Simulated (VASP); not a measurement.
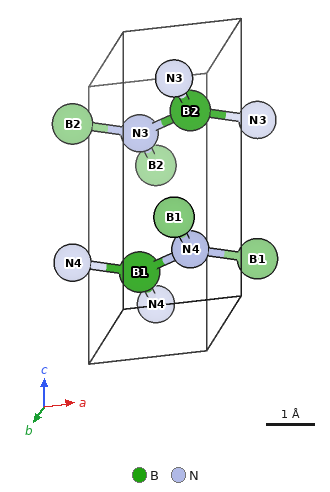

Fig. 1: The starting structure (ball-and-stick view of the cell of the calculation, seen at an oblique angle; neighbours outside the cell are drawn fainter; atoms are numbered from 1 in the order of the input). Near neighbours in the crystal (not all of them lie inside the picture): B has 3 N at 1.47 Å; N has 3 B at 1.47 Å.

# BN: geometry relaxation (part 1 of 3)

- system: BN (P6₃/mmc, 4 atoms in the cell)
- method: Kohn-Sham DFT of a periodic cell, r2SCAN, VASP PAW PBE potentials, recommended, no spin polarisation (VASP 6.6.1)

The structure derives from an entry of the Crystallography Open Database.

## INCAR
```
SYSTEM = BN
PREC = Accurate ; ENCUT = 600
EDIFF = 1E-7 ; ISMEAR = 0
SIGMA = 0.02 ; LREAL = .FALSE.
LASPH = .TRUE. ; NELM = 80
ALGO = Normal ; ISIF = 3
LWAVE = .FALSE. ; LCHARG = .FALSE.
METAGGA = R2SCAN ; LMIXTAU = .TRUE.
IBRION = 2 ; NSW = 90
EDIFFG = -0.005
```

## KPOINTS
```
regular mesh
0
G
  12 12 4
  0 0 0
```

## POSCAR
```
BN
1.0
    2.5400000000      0.0000000000      0.0000000000
   -1.2700000000      2.1997045300      0.0000000000
    0.0000000000      0.0000000000      6.5980000000
B N
2 2
Direct
    0.3333333300      0.6666666700      0.2500000000
    0.6666666700      0.3333333300      0.7500000000
    0.3333333300      0.6666666700      0.7500000000
    0.6666666700      0.3333333300      0.2500000000
```

Hardware: 1 thread of Intel Xeon (Granite Rapids), 64 GiB of memory available, shared host.

Launched with:
```bash
cat potpaw_PBE.64/B/POTCAR potpaw_PBE.64/N/POTCAR > POTCAR
mpirun -np 1 vasp_std > vasp.out
```

## OSZICAR
```
N       E                     dE             d eps       ncg     rms          rms(c)
DAV:   1     0.676211364045E+02    0.67621E+02   -0.92287E+03  1368   0.142E+03
DAV:   2    -0.413322240338E+02   -0.10895E+03   -0.98930E+02  2108   0.300E+02
DAV:   3    -0.463303367047E+02   -0.49981E+01   -0.49597E+01  1760   0.653E+01
DAV:   4    -0.463828103698E+02   -0.52474E-01   -0.52444E-01  1680   0.715E+00
DAV:   5    -0.463835606002E+02   -0.75023E-03   -0.75001E-03  1740   0.854E-01    0.106E+01
DAV:   6    -0.403109911733E+02    0.60726E+01   -0.62538E+00  1576   0.212E+01    0.548E+00
DAV:   7    -0.380868360822E+02    0.22242E+01   -0.61835E-01  1712   0.879E+00    0.285E+00
DAV:   8    -0.402250099777E+02   -0.21382E+01   -0.16081E+00  1464   0.117E+01    0.181E+00
DAV:   9    -0.387583843013E+02    0.14666E+01   -0.50760E-01  1368   0.874E+00    0.262E-01
DAV:  10    -0.385400361573E+02    0.21835E+00   -0.78630E-02  1484   0.324E+00    0.187E-01
DAV:  11    -0.384728401173E+02    0.67196E-01   -0.21977E-02  1424   0.180E+00    0.162E-01
DAV:  12    -0.384805774328E+02   -0.77373E-02   -0.23107E-02  1380   0.187E+00    0.115E-01
DAV:  13    -0.385216749330E+02   -0.41098E-01   -0.99700E-03  1544   0.114E+00    0.696E-02
DAV:  14    -0.385423160481E+02   -0.20641E-01   -0.37681E-03  1400   0.866E-01    0.166E-02
DAV:  15    -0.385427145943E+02   -0.39855E-03   -0.26939E-04  1660   0.237E-01    0.546E-03
DAV:  16    -0.385427493505E+02   -0.34756E-04   -0.95010E-06  1644   0.414E-02    0.387E-03
DAV:  17    -0.385427720723E+02   -0.22722E-04   -0.74657E-06  1496   0.323E-02    0.276E-03
DAV:  18    -0.385427769655E+02   -0.48932E-05   -0.22647E-06  1644   0.187E-02    0.933E-04
DAV:  19    -0.385427773392E+02   -0.37372E-06   -0.11226E-07  1352   0.471E-03    0.661E-04
DAV:  20    -0.385427773678E+02   -0.28675E-07   -0.52085E-08  1068   0.277E-03
   1 F= -.38542777E+02 E0= -.38542777E+02  d E =-.385428E+02
       N       E                     dE             d eps       ncg     rms          rms(c)
DAV:   1    -0.385717460832E+02   -0.28969E-01   -0.11388E+01  1508   0.367E+01    0.323E+00
DAV:   2    -0.382228154277E+02    0.34893E+00   -0.47898E-01  1544   0.713E+00    0.154E+00
DAV:   3    -0.383626238275E+02   -0.13981E+00   -0.12803E-01  1464   0.366E+00    0.467E-01
DAV:   4    -0.383612957543E+02    0.13281E-02   -0.38199E-02  1416   0.246E+00    0.211E-01
DAV:   5    -0.383600866836E+02    0.12091E-02   -0.31401E-02  1452   0.206E+00    0.726E-02
DAV:   6    -0.383751917348E+02   -0.15105E-01   -0.47211E-03  1548   0.797E-01    0.477E-02
DAV:   7    -0.383766154456E+02   -0.14237E-02   -0.49819E-04  1524   0.271E-01    0.237E-02
DAV:   8    -0.383767151872E+02   -0.99742E-04   -0.32879E-05  1676   0.661E-02    0.658E-03
DAV:   9    -0.383766901330E+02    0.25054E-04   -0.15846E-05  1496   0.563E-02    0.413E-03
DAV:  10    -0.383767289893E+02   -0.38856E-04   -0.54902E-06  1488   0.329E-02    0.119E-03
DAV:  11    -0.383767215504E+02    0.74388E-05   -0.13494E-07  1356   0.495E-03    0.104E-03
DAV:  12    -0.383767277955E+02   -0.62451E-05   -0.10229E-07  1064   0.407E-03    0.258E-04
DAV:  13    -0.383767265553E+02    0.12402E-05   -0.45903E-08  1044   0.313E-03    0.140E-04
DAV:  14    -0.383767266570E+02   -0.10167E-06   -0.50348E-09   844   0.810E-04    0.132E-04
DAV:  15    -0.383767265429E+02    0.11406E-06   -0.17111E-09   816   0.552E-04    0.677E-05
DAV:  16    -0.383767266368E+02   -0.93872E-07   -0.67501E-10   784   0.287E-04
   2 F= -.38376727E+02 E0= -.38376727E+02  d E =0.166051E+00
       N       E                     dE             d eps       ncg     rms          rms(c)
DAV:   1    -0.386732917988E+02   -0.29657E+00   -0.50051E+00  1540   0.234E+01    0.214E+00
DAV:   2    -0.385637184247E+02    0.10957E+00   -0.16832E-01  1680   0.417E+00    0.103E+00
DAV:   3    -0.385886019072E+02   -0.24883E-01   -0.73659E-02  1480   0.273E+00    0.329E-01
DAV:   4    -0.385795865074E+02    0.90154E-02   -0.31435E-02  1376   0.206E+00    0.222E-01
DAV:   5    -0.385907851365E+02   -0.11199E-01   -0.17605E-02  1404   0.150E+00    0.495E-02
DAV:   6    -0.385958631402E+02   -0.50780E-02   -0.25925E-03  1540   0.564E-01    0.422E-02
DAV:   7    -0.385965486882E+02   -0.68555E-03   -0.39231E-04  1404   0.250E-01    0.239E-02
DAV:   8    -0.385965350795E+02    0.13609E-04   -0.53170E-05  1556   0.842E-02    0.743E-03
DAV:   9    -0.385965535139E+02   -0.18434E-04   -0.13811E-05  1572   0.421E-02    0.197E-03
DAV:  10    -0.385965416492E+02    0.11865E-04   -0.26941E-06  1492   0.235E-02    0.254E-03
DAV:  11    -0.385965527655E+02   -0.11116E-04   -0.49605E-07  1484   0.838E-03    0.976E-04
DAV:  12    -0.385965503513E+02    0.24142E-05   -0.15976E-07  1140   0.479E-03    0.342E-04
DAV:  13    -0.385965507148E+02   -0.36355E-06   -0.16304E-08   832   0.142E-03    0.228E-04
DAV:  14    -0.385965507566E+02   -0.41802E-07   -0.56377E-09   744   0.750E-04
   3 F= -.38596551E+02 E0= -.38596551E+02  d E =-.537734E-01
       N       E                     dE             d eps       ncg     rms          rms(c)
DAV:   1    -0.385966077578E+02   -0.57043E-04   -0.86377E-04  1528   0.311E-01    0.284E-02
DAV:   2    -0.385965887310E+02    0.19027E-04   -0.29837E-05  1600   0.572E-02    0.135E-02
DAV:   3    -0.385965921461E+02   -0.34152E-05   -0.12476E-05  1460   0.372E-02    0.426E-03
DAV:   4    -0.385965989378E+02   -0.67917E-05   -0.43458E-06  1424   0.244E-02    0.272E-03
DAV:   5    -0.385965918940E+02    0.70439E-05   -0.28386E-06  1484   0.189E-02    0.665E-04
DAV:   6    -0.385965961643E+02   -0.42703E-05   -0.37919E-07  1532   0.696E-03    0.563E-04
DAV:   7    -0.385965953751E+02    0.78918E-06   -0.65461E-08   928   0.324E-03    0.282E-04
DAV:   8    -0.385965962071E+02   -0.83201E-06   -0.74095E-09   792   0.920E-04    0.124E-04
DAV:   9    -0.385965960033E+02    0.20384E-06   -0.32788E-09   712   0.593E-04    0.330E-05
DAV:  10    -0.385965962720E+02   -0.26874E-06   -0.97974E-10   692   0.471E-04    0.105E-05
DAV:  11    -0.385965961644E+02    0.10762E-06   -0.62545E-11   696   0.918E-05    0.929E-06
DAV:  12    -0.385965961571E+02    0.72675E-08   -0.44594E-11   692   0.869E-05
   4 F= -.38596596E+02 E0= -.38596596E+02  d E =-.538188E-01
       N       E                     dE             d eps       ncg     rms          rms(c)
DAV:   1    -0.385965871600E+02    0.90044E-05   -0.52101E-04  1532   0.241E-01    0.220E-02
DAV:   2    -0.385965761665E+02    0.10993E-04   -0.17938E-05  1592   0.443E-02    0.105E-02
DAV:   3    -0.385965776072E+02   -0.14407E-05   -0.75188E-06  1460   0.289E-02    0.331E-03
DAV:   4    -0.385965828820E+02   -0.52748E-05   -0.26233E-06  1420   0.190E-02    0.211E-03
DAV:   5    -0.385965774533E+02    0.54287E-05   -0.17208E-06  1484   0.147E-02    0.518E-04
DAV:   6    -0.385965805336E+02   -0.30803E-05   -0.22920E-07  1424   0.544E-03    0.416E-04
DAV:   7    -0.385965799137E+02    0.61986E-06   -0.43940E-08   936   0.260E-03    0.219E-04
DAV:   8    -0.385965805366E+02   -0.62288E-06   -0.50663E-09   700   0.763E-04    0.104E-04
DAV:   9    -0.385965803923E+02    0.14432E-06   -0.19462E-09   696   0.479E-04    0.299E-05
DAV:  10    -0.385965806030E+02   -0.21070E-06   -0.59003E-10   696   0.355E-04    0.896E-06
DAV:  11    -0.385965805165E+02    0.86502E-07   -0.40051E-11   696   0.738E-05
   5 F= -.38596581E+02 E0= -.38596581E+02  d E =-.538031E-01
       N       E                     dE             d eps       ncg     rms          rms(c)
DAV:   1    -0.385978866126E+02   -0.13060E-02   -0.29668E-02  1368   0.156E+00    0.143E-01
DAV:   2    -0.385972497602E+02    0.63685E-03   -0.97425E-04  1524   0.321E-01    0.634E-02
DAV:   3    -0.385970600611E+02    0.18970E-03   -0.42459E-04  1596   0.175E-01    0.209E-02
DAV:   4    -0.385970568804E+02    0.31807E-05   -0.68999E-05  1468   0.103E-01    0.816E-03
DAV:   5    -0.385970522120E+02    0.46684E-05   -0.46262E-05  1392   0.908E-02    0.421E-03
DAV:   6    -0.385970698273E+02   -0.17615E-04   -0.12042E-05  1376   0.490E-02    0.211E-03
DAV:   7    -0.385970692339E+02    0.59340E-06   -0.11977E-06  1424   0.156E-02    0.650E-04
DAV:   8    -0.385970705831E+02   -0.13492E-05   -0.29285E-07  1576   0.780E-03    0.193E-04
DAV:   9    -0.385970703425E+02    0.24055E-06   -0.81206E-08  1004   0.412E-03    0.105E-04
DAV:  10    -0.385970705760E+02   -0.23341E-06   -0.17169E-08   896   0.184E-03    0.603E-05
DAV:  11    -0.385970705487E+02    0.27244E-07   -0.30364E-09   692   0.662E-04
   6 F= -.38597071E+02 E0= -.38597071E+02  d E =-.490032E-03
       N       E                     dE             d eps       ncg     rms          rms(c)
DAV:   1    -0.386056294527E+02   -0.85589E-02   -0.26478E-01  1368   0.464E+00    0.426E-01
DAV:   2    -0.385999156074E+02    0.57138E-02   -0.86961E-03  1524   0.960E-01    0.189E-01
DAV:   3    -0.385981929036E+02    0.17227E-02   -0.38254E-03  1600   0.525E-01    0.625E-02
DAV:   4    -0.385981829582E+02    0.99454E-05   -0.62949E-04  1460   0.312E-01    0.244E-02
DAV:   5    -0.385981179819E+02    0.64976E-04   -0.42616E-04  1376   0.276E-01    0.127E-02
DAV:   6    -0.385982914832E+02   -0.17350E-03   -0.11053E-04  1384   0.149E-01    0.625E-03
DAV:   7    -0.385982941413E+02   -0.26581E-05   -0.11218E-05  1428   0.479E-02    0.195E-03
DAV:   8    -0.385983025107E+02   -0.83695E-05   -0.28068E-06  1592   0.245E-02    0.576E-04
DAV:   9    -0.385983025180E+02   -0.72989E-08   -0.81539E-07  1460   0.129E-02
   7 F= -.38598303E+02 E0= -.38598303E+02  d E =-.172200E-02
       N       E                     dE             d eps       ncg     rms          rms(c)
DAV:   1    -0.386288283291E+02   -0.30526E-01   -0.10389E+00  1368   0.915E+00    0.843E-01
DAV:   2    -0.386062257527E+02    0.22603E-01   -0.34114E-02  1520   0.190E+00    0.375E-01
DAV:   3    -0.385992644235E+02    0.69613E-02   -0.15267E-02  1600   0.104E+00    0.124E-01
DAV:   4    -0.385993781857E+02   -0.11376E-03   -0.25716E-03  1444   0.633E-01    0.486E-02
DAV:   5    -0.385987865649E+02    0.59162E-03   -0.17847E-03  1372   0.570E-01    0.256E-02
DAV:   6    -0.385997373196E+02   -0.95075E-03   -0.47084E-04  1384   0.311E-01    0.124E-02
DAV:   7    -0.385997559634E+02   -0.18644E-04   -0.49908E-05  1436   0.103E-01    0.394E-03
DAV:   8    -0.385997910284E+02   -0.35065E-04   -0.12787E-05  1584   0.534E-02    0.117E-03
DAV:   9    -0.385997934202E+02   -0.23918E-05   -0.37392E-06  1464   0.280E-02    0.582E-04
DAV:  10    -0.385997970495E+02   -0.36294E-05   -0.91820E-07  1412   0.140E-02    0.486E-04
DAV:  11    -0.385997973217E+02   -0.27220E-06   -0.10117E-07  1028   0.428E-03    0.284E-04
DAV:  12    -0.385997974338E+02   -0.11211E-06   -0.11895E-08   924   0.131E-03    0.678E-05
DAV:  13    -0.385997973700E+02    0.63867E-07   -0.39656E-09   708   0.905E-04
   8 F= -.38599797E+02 E0= -.38599797E+02  d E =-.321685E-02
       N       E                     dE             d eps       ncg     rms          rms(c)
DAV:   1    -0.387133317829E+02   -0.11353E+00   -0.40024E+00  1368   0.178E+01    0.165E+00
DAV:   2    -0.386252579888E+02    0.88074E-01   -0.13106E-01  1504   0.372E+00    0.734E-01
DAV:   3    -0.385958052206E+02    0.29453E-01   -0.60642E-02  1608   0.208E+00    0.243E-01
DAV:   4    -0.385991485343E+02   -0.33433E-02   -0.10490E-02  1448   0.128E+00    0.958E-02
DAV:   5    -0.385914096440E+02    0.77389E-02   -0.79837E-03  1368   0.126E+00    0.519E-02
DAV:   6    -0.385992370384E+02   -0.78274E-02   -0.28619E-03  1368   0.819E-01    0.247E-02
DAV:   7    -0.385993538780E+02   -0.11684E-03   -0.27252E-04  1424   0.248E-01    0.823E-03
DAV:   8    -0.385995438125E+02   -0.18993E-03   -0.69830E-05  1556   0.128E-01    0.253E-03
DAV:   9    -0.385995571125E+02   -0.13300E-04   -0.19892E-05  1440   0.660E-02    0.120E-03
DAV:  10    -0.385995753507E+02   -0.18238E-04   -0.55521E-06  1448   0.349E-02    0.116E-03
DAV:  11    -0.385995769686E+02   -0.16178E-05   -0.56528E-07  1492   0.997E-03    0.566E-04
DAV:  12    -0.385995772932E+02   -0.32464E-06   -0.71199E-08  1220   0.297E-03    0.284E-04
DAV:  13    -0.385995769486E+02    0.34456E-06   -0.42196E-08   980   0.330E-03    0.101E-04
DAV:  14    -0.385995770500E+02   -0.10134E-06   -0.36691E-09   756   0.915E-04    0.837E-05
DAV:  15    -0.385995770220E+02    0.27997E-07   -0.30058E-10   716   0.213E-04
   9 F= -.38599577E+02 E0= -.38599577E+02  d E =-.299651E-02
       N       E                     dE             d eps       ncg     rms          rms(c)
DAV:   1    -0.386314773898E+02   -0.31900E-01   -0.11363E+00  1368   0.967E+00    0.885E-01
DAV:   2    -0.386069983729E+02    0.24479E-01   -0.37186E-02  1484   0.196E+00    0.392E-01
DAV:   3    -0.385994597850E+02    0.75386E-02   -0.16497E-02  1604   0.110E+00    0.131E-01
DAV:   4    -0.385983589818E+02    0.11008E-02   -0.29694E-03  1428   0.711E-01    0.509E-02
DAV:   5    -0.385994337551E+02   -0.10748E-02   -0.20069E-03  1368   0.623E-01    0.258E-02
DAV:   6    -0.386000650998E+02   -0.63134E-03   -0.56110E-04  1392   0.340E-01    0.138E-02
DAV:   7    -0.386001328966E+02   -0.67797E-04   -0.55076E-05  1452   0.105E-01    0.454E-03
DAV:   8    -0.386001594654E+02   -0.26569E-04   -0.13003E-05  1564   0.517E-02    0.138E-03
DAV:   9    -0.386001642488E+02   -0.47834E-05   -0.37298E-06  1492   0.273E-02    0.747E-04
DAV:  10    -0.386001662568E+02   -0.20080E-05   -0.98671E-07  1396   0.142E-02    0.592E-04
DAV:  11    -0.386001668820E+02   -0.62513E-06   -0.98668E-08  1052   0.418E-03    0.403E-04
DAV:  12    -0.386001668193E+02    0.62715E-07   -0.13908E-08   968   0.149E-03
  10 F= -.38600167E+02 E0= -.38600167E+02  d E =-.358630E-02
       N       E                     dE             d eps       ncg     rms          rms(c)
DAV:   1    -0.385985158973E+02    0.16510E-02   -0.12997E-01  1560   0.392E+00    0.450E-01
DAV:   2    -0.385935644946E+02    0.49514E-02   -0.91608E-03  1604   0.934E-01    0.164E-01
DAV:   3    -0.385952205504E+02   -0.16561E-02   -0.18665E-03  1452   0.419E-01    0.532E-02
DAV:   4    -0.385949479181E+02    0.27263E-03   -0.38436E-04  1496   0.237E-01    0.308E-02
DAV:   5    -0.385950208293E+02   -0.72911E-04   -0.41443E-04  1424   0.246E-01    0.101E-02
DAV:   6    -0.385952063266E+02   -0.18550E-03   -0.85864E-05  1416   0.107E-01    0.610E-03
DAV:   7    -0.385952253556E+02   -0.19029E-04   -0.10661E-05  1444   0.384E-02    0.310E-03
DAV:   8    -0.385952152657E+02    0.10090E-04   -0.11706E-06  1604   0.128E-02    0.870E-04
DAV:   9    -0.385952194566E+02   -0.41908E-05   -0.24578E-07  1432   0.595E-03    0.292E-04
DAV:  10    -0.385952171863E+02    0.22702E-05   -0.55598E-08  1164   0.283E-03    0.922E-05
DAV:  11    -0.385952194764E+02   -0.22901E-05   -0.19510E-08   904   0.179E-03    0.144E-04
DAV:  12    -0.385952190366E+02    0.43985E-06   -0.20580E-09   752   0.811E-04    0.743E-05
DAV:  13    -0.385952190137E+02    0.22913E-07   -0.14165E-10   712   0.134E-04
  11 F= -.38595219E+02 E0= -.38595219E+02  d E =0.494781E-02
       N       E                     dE             d eps       ncg     rms          rms(c)
DAV:   1    -0.386029217860E+02   -0.77027E-02   -0.10621E-01  1560   0.356E+00    0.406E-01
DAV:   2    -0.385985673516E+02    0.43544E-02   -0.74258E-03  1536   0.853E-01    0.150E-01
DAV:   3    -0.386001416151E+02   -0.15743E-02   -0.15815E-03  1420   0.400E-01    0.478E-02
DAV:   4    -0.386001114607E+02    0.30154E-04   -0.30359E-04  1552   0.213E-01    0.270E-02
DAV:   5    -0.385999293818E+02    0.18208E-03   -0.34522E-04  1392   0.227E-01    0.926E-03
DAV:   6    -0.386002049053E+02   -0.27552E-03   -0.76548E-05  1384   0.105E-01    0.551E-03
DAV:   7    -0.386002127337E+02   -0.78284E-05   -0.77593E-06  1472   0.328E-02    0.277E-03
DAV:   8    -0.386002238066E+02   -0.11073E-04   -0.87019E-07  1636   0.109E-02    0.775E-04
DAV:   9    -0.386002220740E+02    0.17326E-05   -0.17543E-07  1316   0.503E-03    0.308E-04
DAV:  10    -0.386002243532E+02   -0.22792E-05   -0.44747E-08  1116   0.250E-03    0.954E-05
DAV:  11    -0.386002224462E+02    0.19070E-05   -0.19806E-08   948   0.177E-03    0.130E-04
DAV:  12    -0.386002227417E+02   -0.29548E-06   -0.23648E-09   740   0.836E-04    0.616E-05
DAV:  13    -0.386002227553E+02   -0.13640E-07   -0.12862E-10   700   0.136E-04
  12 F= -.38600223E+02 E0= -.38600223E+02  d E =-.559361E-04
```

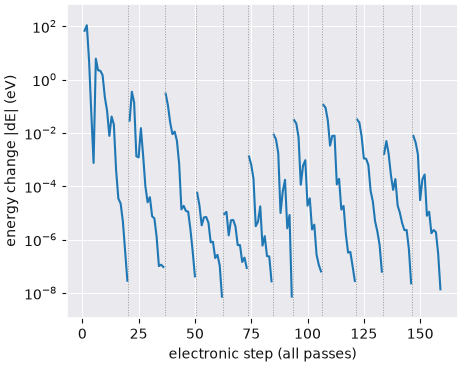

Fig. 2: Convergence of the self-consistent field: energy change |dE| against the electronic step. Each stretch between dotted lines is the SCF of one geometry step of a relaxation. The 12 ionic steps take 9 to 20 electronic steps each. The density is held fixed in the first few steps, and dE rises again when its update begins.
